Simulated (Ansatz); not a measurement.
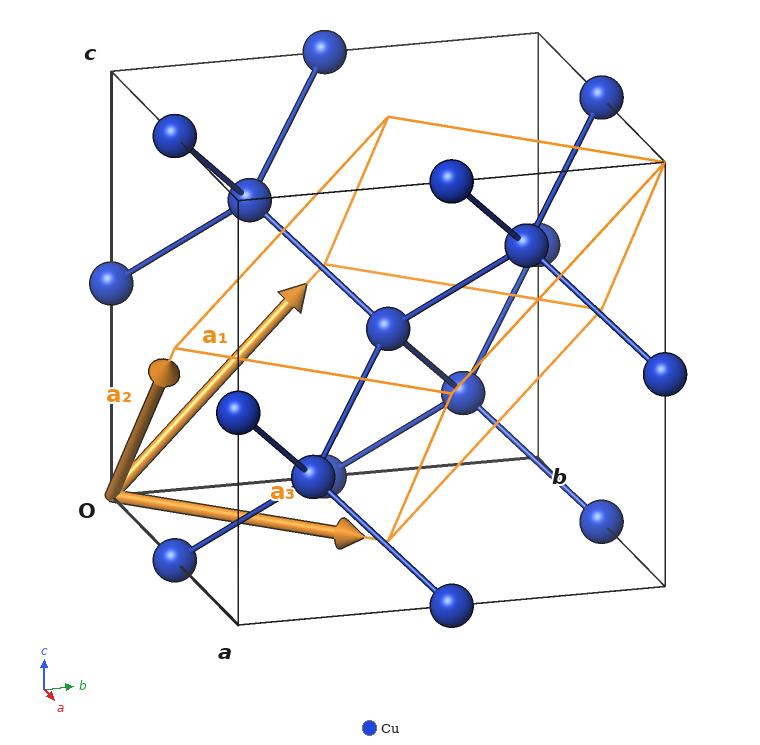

Crystal: Cu, the end point of a relaxation with DFT, BLYP, plane waves (420 eV) with PAW, scalar-relativistic in Ansatz 0.2.0; the starting structure was generated, so it need not be a known form of this composition. The conventional cell (thin) and a primitive cell (coloured, vectors a₁, a₂, a₃). The drawing is computed from the coordinates (standard cell, symmetry found to 0.002 Å).

a = 5.470 Å, b = 5.470 Å, c = 5.470 Å, α = 90.00°, β = 90.00°, γ = 90.00°.

What is the centring, and how are the primitive vectors built?

Answer. F, face-centred cubic, with lattice points at (0, 0, 0), (1/2, 1/2, 0), (1/2, 0, 1/2), (0, 1/2, 1/2). a₁ = 1/2 b + 1/2 c; a₂ = 1/2 a + 1/2 c; a₃ = 1/2 a + 1/2 b.

Give the primitive cell's size and content.

Answer. Edges 3.868, 3.868, 3.868 Å; angles 60.00°, 60.00°, 60.00°; volume 40.92 Å³, 1/4 of the conventional cell; 2 of its 8 atoms.
